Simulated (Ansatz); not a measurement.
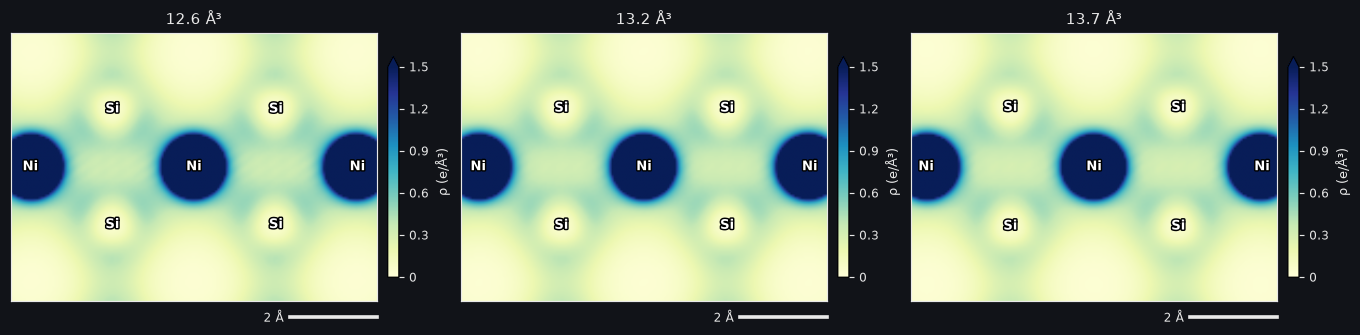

Si2Ni. The valence electron density of cells scaled evenly to different volumes (given per atom above each panel), on the (011̄) plane of each (indices in the axes of the cell below), at one length scale and on one colour scale.

The program warned that a starting moment wasn't kept; spin-polarised, but the moments vanished.

These are results of Kohn-Sham DFT of a periodic cell, PBE, Ansatz PAW (Ansatz), not measurements.

The density is the valence pseudo-density of a PAW calculation; it isn't the true density close to the nuclei.

The largest cell:

```
Ni Si
1.0
     0.00000    2.73857    2.73857
     2.73857    0.00000    2.73857
     2.73857    2.73857    0.00000
Ni Si
1 2
Direct
  0.00000 0.00000 0.00000
  0.75000 0.75000 0.75000
  0.25000 0.25000 0.25000
```

| volume (Å³/atom) | Si–Ni contact in the plane (Å) | ρ at its midpoint (e/Å³) | pressure (GPa) | 
| --- | --- | --- | --- |
| 12.64 | 2.309 | 0.502 | 10.8 | 
| 12.90 | 2.325 | ? | ? | 
| 13.17 | 2.341 | 0.475 | 3.8 | 
| 13.69 | 2.372 | 0.452 | −2.0 | 

### Estimate the missing row, and compare with the calculation.

Over the known rows ln ρ falls by 1.67 per Å of Si–Ni distance (a least-squares line), which gives 0.488 e/Å³ at 2.325 Å; the calculation gives 0.489 e/Å³. For the pressure, a straight line in volume between the neighbouring rows gives 7.4 GPa; the calculation gives 7.2.
